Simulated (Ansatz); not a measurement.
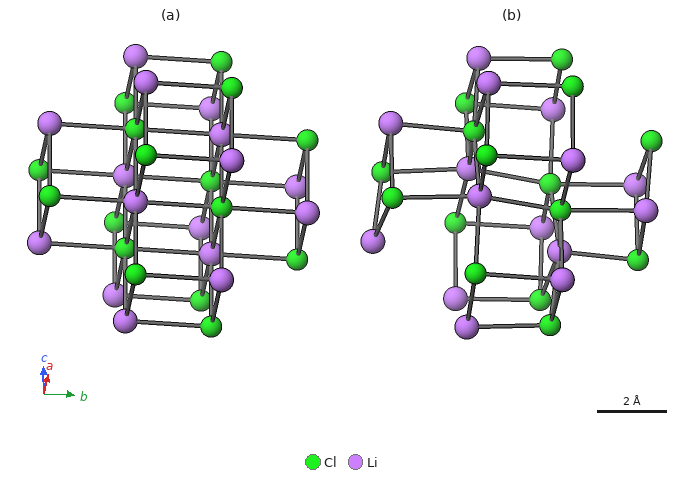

Left: perfect LiCl. Right: the same region with a pair of point defects, after relaxing the atoms in a supercell of 64 sites. A ball-and-stick model of the atoms within 5.5 Å of one point, seen from a free direction.

Theory: DFT, PBEsol, PAW, plane waves (Ansatz). Settings: plane-wave cutoff 420 eV; k-point mesh 1 × 1 × 1; mesh shifted by (0.25, 0.25, 0.25); no spin polarisation. Fermi-Dirac smearing of 0.01 eV. The axes drawn are those of the host's conventional cell.

What kind of defect was made?

Answer. A lithium atom is taken out (a vacancy) and a chlorine atom is taken out (a vacancy), the two sites 4.4 Å apart.

The charge state of the cell is 0.

How does the lattice respond?

Answer. Around the empty Li site the host had 6 Cl at 2.53 Å; after relaxation the nearest atoms are 6 Cl at 2.60 to 2.63 Å. Around the empty Cl site the host had 6 Li at 2.53 Å; after relaxation the nearest atoms are 6 Li at 2.74 to 2.76 Å. Of the host's atoms, a lithium atom moves furthest from its site, by 0.23 Å.
